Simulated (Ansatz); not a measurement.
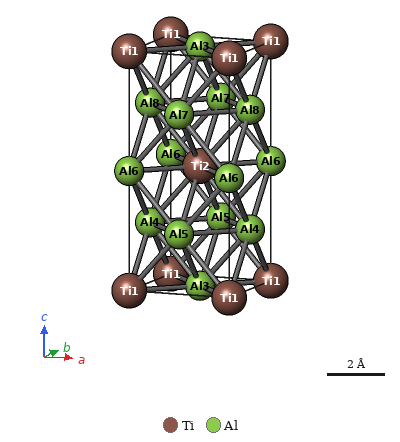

The structure (ball-and-stick view of the cell of the calculation, seen slightly off an axis; atoms are numbered from 1 in the order of the input). Near neighbours in the crystal (not all of them lie inside the picture): Ti has 12 Al at 2.72 to 2.89 Å; Al has 8 Al at 2.72 to 2.89 Å and 4 Ti at 2.72 to 2.89 Å.

# Two runs on TiAl3

System: TiAl3 (I4/mmm, 8 atoms in the cell).
Method of run A: DFT, PBE, plane waves, PAW, no spin polarisation (Ansatz 0.2.0).

The structure derives from a Materials Project entry. Text and figures count atoms from 1; the logs count them from 0 in places.

### Input file, run A
```yaml
crystal:
  lattice:
    - [3.8453468586, 0.0, 0.0]
    - [0.0, 3.8453468586, 0.0]
    - [0.0, 0.0, 8.6228095931]
  atoms:
    - { symbol: Ti, position: [0.0, 0.0, 0.0] }
    - { symbol: Ti, position: [0.5, 0.5, 0.5] }
    - { symbol: Al, position: [0.5, 0.5, 0.0] }
    - { symbol: Al, position: [0.0, 0.5, 0.25] }
    - { symbol: Al, position: [0.5, 0.0, 0.25] }
    - { symbol: Al, position: [0.0, 0.0, 0.5] }
    - { symbol: Al, position: [0.5, 0.0, 0.75] }
    - { symbol: Al, position: [0.0, 0.5, 0.75] }
basis:
  ecutwfc: "44.1 Ry"
kpoints:
  mp_grid: { grid: [10, 10, 4] }
hamiltonian:
  xc: pbe
scf:
  occupations: { method: gaussian, width: 0.1 }
output:
  forces: true
  eigenvalues: true
  stress: true
```

Command:
```bash
ansatz run input.yaml --threads 1 --pin off --max-ram 2560MiB --backend cpu --events-out ev --progress --plain --runs-dir out
```

Hardware: 1 thread of Arm Neoverse V2, 240 GiB of memory available, shared host.

### Output, shortened to warnings, some set-up lines, iterations and results (run A)
```
Basis set: ecut = 600.0110667240353 eV, 4275 PW (Γ), exchange–correlation on 64×64×144 points (8 copies of the dense FFT grid, shifted against one another)
Symmetry: 32 space group operations
k-points: 63 of 400
Initial density: superposition of atomic densities (neutral atoms: chi_scale 0, normalization atom), corrected by the library's trained network
[...]
SCF iter   1: F=—  HF=-8227.539508 eV  |F-HF|=—  |Δ(HF+E_count)|=         —  Δρ=3.26e-3  dr2=1.96e-2  ethr=1.77e-3  ⟨swp⟩=6.5  Hψ=9006  notcnv=0
SCF iter   2: F=—  HF=-8227.537295 eV  |F-HF|=—  |Δ(HF+E_count)|=   2.21e-3  Δρ=1.60e-3  dr2=4.44e-3  ethr=4.68e-5  ⟨swp⟩=1.1  Hψ=2337  notcnv=0
SCF iter   3: F=—  HF=-8227.536849 eV  |F-HF|=—  |Δ(HF+E_count)|=   4.46e-4  Δρ=3.43e-4  dr2=1.54e-4  ethr=1.06e-5  ⟨swp⟩=2.0  Hψ=2119  notcnv=0
SCF iter   4: F=—  HF=-8227.536831 eV  |F-HF|=—  |Δ(HF+E_count)|=   1.80e-5  Δρ=9.49e-5  dr2=1.72e-5  ethr=3.67e-7  ⟨swp⟩=2.3  Hψ=2402  notcnv=0
SCF iter   5: F=—  HF=-8227.537004 eV  |F-HF|=—  |Δ(HF+E_count)|=   1.73e-4  Δρ=1.30e-5  dr2=2.17e-7  ethr=4.08e-8  ⟨swp⟩=2.1  Hψ=2191  notcnv=0
SCF iter   6: F=-8227.537004 eV  HF=-8227.537004 eV  |F-HF|=7.64e-9  |Δ(HF+E_count)|=   2.48e-9  Δρ=3.24e-6  dr2=1.19e-8  ethr=2.38e-10  ⟨swp⟩=8.3  Hψ=7360  notcnv=0
SCF 1 converged in 6 iterations: F = -8227.537004 eV  dr2 = 1.19e-8
SCF converged after 6 iterations
Free energy (F): -8227.537004 eV
Harris-Foulkes:  -8227.537004 eV  (|F-HF|=7.64e-9)
Internal energy: -8227.519926 eV  (E = F + TS)
E sigma→0 (E₀):  -8227.528465 eV
Entropy (-TS):   -0.017077 eV (-2.135 meV/atom)
Fermi energy:    9.481245 eV
--- Per-component energies (eV) ---
  E_band       = -309.233893
  E_kinetic    = 686.044637
  E_local      = -2393.563400  (includes V_loc(G=0)·N_el)
  E_nonlocal   = 80.336035
  E_hartree    = 1052.374776
  E_xc         = -435.679017
  E_vxc        = -420.733888  (∫ρ·V_xc dr)
  E_paw        = -4901.256396  (= ΣΔE_a)
  E_vpaw       = -366.072262  (= ΣTr[D̂ρ^β])
  E_aug_tail   = 0.000046  (compensation charges beyond the density's cutoff)
  E_ewald      = -2315.776607
  E_smearing   = -0.017077  (= −TS)
  E_closure    = -0.000000  (closes the sum)
  Σ components = -8227.537004   (vs F -8227.537004, Δ=0.00e0)
--- Forces (eV/Å), atoms counted from 1 ---
  atom   1  Ti     0.00000000    -0.00000000     0.00000000
  atom   2  Ti     0.00000000    -0.00000000     0.00000000
  atom   3  Al    -0.00000000    -0.00000000     0.00000000
  atom   4  Al     0.00000000     0.00000000     0.00000000
  atom   5  Al     0.00000000    -0.00000000     0.00000000
  atom   6  Al    -0.00000000     0.00000000     0.00000000
  atom   7  Al     0.00000000     0.00000000     0.00000000
  atom   8  Al    -0.00000000    -0.00000000     0.00000000
  max |Σ_I F_I| component: 1.04e-17 eV/Å
--- Stress (GPa, compression-positive) ---
       -0.048212       0.000000       0.000000
       -0.000000      -0.048212       0.000000
        0.000000       0.000000       0.038316
  P = ⅓ Tr σ = -0.0194 GPa (-0.194 kbar)
```

The input of run B differs as follows (lines with − go, lines with + come):
```diff
-  ecutwfc: "44.1 Ry"
+  ecutwfc: 420
```

How does run B compare with run A?

The free energy of run B is 0.7 meV per atom higher, which measures how much it depends on this numerical setting. More plane waves can only lower the energy of a fixed Hamiltonian, so the higher cutoff gives the lower value. The number of SCF iterations is the same. The plane waves at Γ go from 4275 to 2517. On the same kind of shared host run B took about 0.69 times as long.

### Output, shortened to warnings, some set-up lines, iterations and results (run B)
```
Basis set: ecut = 420 eV, 2517 PW (Γ), exchange–correlation on 54×54×120 points (8 copies of the dense FFT grid, shifted against one another)
Symmetry: 32 space group operations
k-points: 63 of 400
Initial density: superposition of atomic densities (neutral atoms: chi_scale 0, normalization atom), corrected by the library's trained network
[...]
SCF iter   1: F=—  HF=-8227.534167 eV  |F-HF|=—  |Δ(HF+E_count)|=         —  Δρ=3.23e-3  dr2=1.96e-2  ethr=1.77e-3  ⟨swp⟩=6.5  Hψ=8955  notcnv=0
SCF iter   2: F=—  HF=-8227.531962 eV  |F-HF|=—  |Δ(HF+E_count)|=   2.20e-3  Δρ=1.60e-3  dr2=4.52e-3  ethr=4.66e-5  ⟨swp⟩=1.0  Hψ=2334  notcnv=0
SCF iter   3: F=—  HF=-8227.531497 eV  |F-HF|=—  |Δ(HF+E_count)|=   4.65e-4  Δρ=3.38e-4  dr2=1.51e-4  ethr=1.08e-5  ⟨swp⟩=2.0  Hψ=2119  notcnv=0
SCF iter   4: F=—  HF=-8227.531479 eV  |F-HF|=—  |Δ(HF+E_count)|=   1.78e-5  Δρ=9.97e-5  dr2=1.93e-5  ethr=3.60e-7  ⟨swp⟩=2.3  Hψ=2373  notcnv=0
SCF iter   5: F=—  HF=-8227.531570 eV  |F-HF|=—  |Δ(HF+E_count)|=   9.03e-5  Δρ=1.37e-5  dr2=2.55e-7  ethr=4.59e-8  ⟨swp⟩=2.1  Hψ=2192  notcnv=0
SCF iter   6: F=-8227.531570 eV  HF=-8227.531570 eV  |F-HF|=5.78e-9  |Δ(HF+E_count)|=   3.62e-9  Δρ=3.41e-6  dr2=1.12e-8  ethr=2.38e-10  ⟨swp⟩=8.2  Hψ=7320  notcnv=0
SCF 1 converged in 6 iterations: F = -8227.531570 eV  dr2 = 1.12e-8
SCF converged after 6 iterations
Free energy (F): -8227.531570 eV
Harris-Foulkes:  -8227.531570 eV  (|F-HF|=5.78e-9)
Internal energy: -8227.514493 eV  (E = F + TS)
E sigma→0 (E₀):  -8227.523031 eV
Entropy (-TS):   -0.017077 eV (-2.135 meV/atom)
Fermi energy:    9.481421 eV
--- Per-component energies (eV) ---
  E_band       = -309.218760
  E_kinetic    = 686.019122
  E_local      = -2393.527782  (includes V_loc(G=0)·N_el)
  E_nonlocal   = 80.315480
  E_hartree    = 1052.348463
  E_xc         = -435.674266
  E_vxc        = -420.729791  (∫ρ·V_xc dr)
  E_paw        = -4901.219135  (= ΣΔE_a)
  E_vpaw       = -365.997530  (= ΣTr[D̂ρ^β])
  E_aug_tail   = 0.000233  (compensation charges beyond the density's cutoff)
  E_ewald      = -2315.776607
  E_smearing   = -0.017077  (= −TS)
  E_closure    = -0.000000  (closes the sum)
  Σ components = -8227.531570   (vs F -8227.531570, Δ=0.00e0)
--- Forces (eV/Å), atoms counted from 1 ---
  atom   1  Ti     0.00000000     0.00000000     0.00000000
  atom   2  Ti     0.00000000     0.00000000    -0.00000000
  atom   3  Al     0.00000000     0.00000000     0.00000000
  atom   4  Al     0.00000000     0.00000000     0.00000000
  atom   5  Al     0.00000000    -0.00000000     0.00000000
  atom   6  Al     0.00000000     0.00000000     0.00000000
  atom   7  Al     0.00000000     0.00000000     0.00000000
  atom   8  Al     0.00000000    -0.00000000     0.00000000
  max |Σ_I F_I| component: 4.51e-17 eV/Å
--- Stress (GPa, compression-positive) ---
       -0.045132       0.000000       0.000000
       -0.000000      -0.045132       0.000000
        0.000000       0.000000       0.045671
  P = ⅓ Tr σ = -0.0149 GPa (-0.149 kbar)
```

### The two runs side by side

```csv
quantity,run A,run B
outcome,converged,converged
free energy per atom (eV),−1028.4421,−1028.4414
"energy per atom, smearing taken to zero (eV)",−1028.4411,−1028.4404
gap on the mesh (eV),0.00,0.00
pressure (GPa),−0.02,−0.01
largest force (eV/Å),0.000,0.000
SCF iterations,6,6
irreducible k-points,63,63
plane waves at Γ,4275,2517
wall time (shared host),18 s,12 s
```
